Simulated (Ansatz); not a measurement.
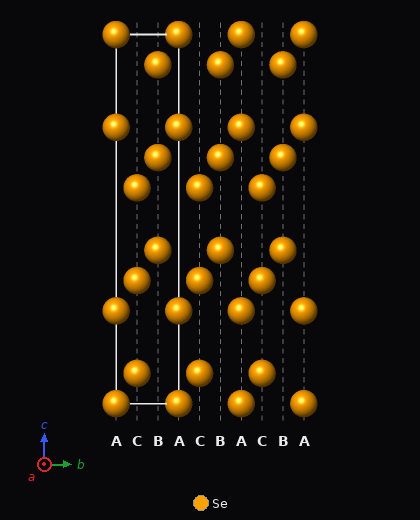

The picture looks along a close-packed row of the hexagonal mesh; c points upwards. The dashed lines mark the three columns A (0, 0), B (1/3, 2/3) and C (2/3, 1/3). The sequence starts with the first layer at or above the cell's origin.

System Se; source of the atomic positions: the end point of a relaxation with Ansatz 0.2.0, DFT r2SCAN, scalar-relativistic, plane waves, PAW; the starting structure was generated, so it need not be a known form of this composition.

**Read off the stacking sequence over one period.**

Se(A) – Se(C) – Se(A) – Se(C) – Se(B) – Se(C) – Se(B) – Se(A) – Se(B) (nine layers in 19.06 Å).

**How are the Se layers alone stacked?**

Se layers alone: ACACBCBAB, a mixed type, (chh) in Jagodzinski's notation.
